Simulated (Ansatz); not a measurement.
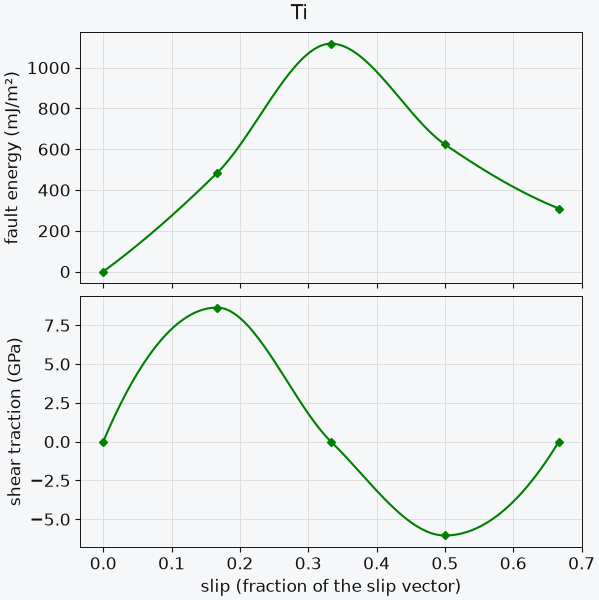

The plot gives the computed fault energy and shear traction against slip for Ti, space group P6_3/mmc (No. 194).

Structure:
```yaml
crystal:
  lattice:
    - [-2.90044, 0.00000, 0.00000]
    - [-1.45022, -2.51185, 0.00000]
    - [0.00000, 0.00000, 13.77297]
  atoms:
    - { symbol: Ti, position: [0.33333, 0.33333, 0.74998] }
    - { symbol: Ti, position: [0.33333, 0.33333, 0.08332] }
    - { symbol: Ti, position: [0.33333, 0.33333, 0.41665] }
    - { symbol: Ti, position: [0.66667, 0.66667, 0.91665] }
    - { symbol: Ti, position: [0.66667, 0.66667, 0.24998] }
    - { symbol: Ti, position: [0.66667, 0.66667, 0.58332] }
```

Calculation (Ansatz 0.2.0): rigid slide of a crystal across a plane by tilting cell vector c, one fault a cell, unrelaxed, by plane-wave density functional theory with PAW datasets, free energies less that of the undisturbed cell; scalar-relativistic. Level: PBEsol, no spin polarisation.

| setting | value |
| --- | --- |
| wave cutoff | 420 eV |
| k mesh | 23×23×5 |
| occupations | Gaussian |
| smearing width | 0.15 eV |
| k shift | (0, 0, 0) (mesh steps) |
| start | relaxed |
| height of the cut | 0 (fraction of cell vector c) |
| slip vector | (1, 1) (multiples of cell vectors a and b) |

> How high is the barrier to slip, and is there a metastable fault?

The highest fault energy among the points, the barrier to rigid slip along this vector, is 1120 mJ/m² at slip 0.333; no local minimum, hence no metastable fault, shows among the points.

> How does the shear traction vary with slip?

It goes from 0.00 GPa at slip 0.0000 to 0.00 GPa at 0.6667, not monotonically, with a high of 8.64 GPa at 0.1667 and a low of −6.05 GPa at 0.5000.
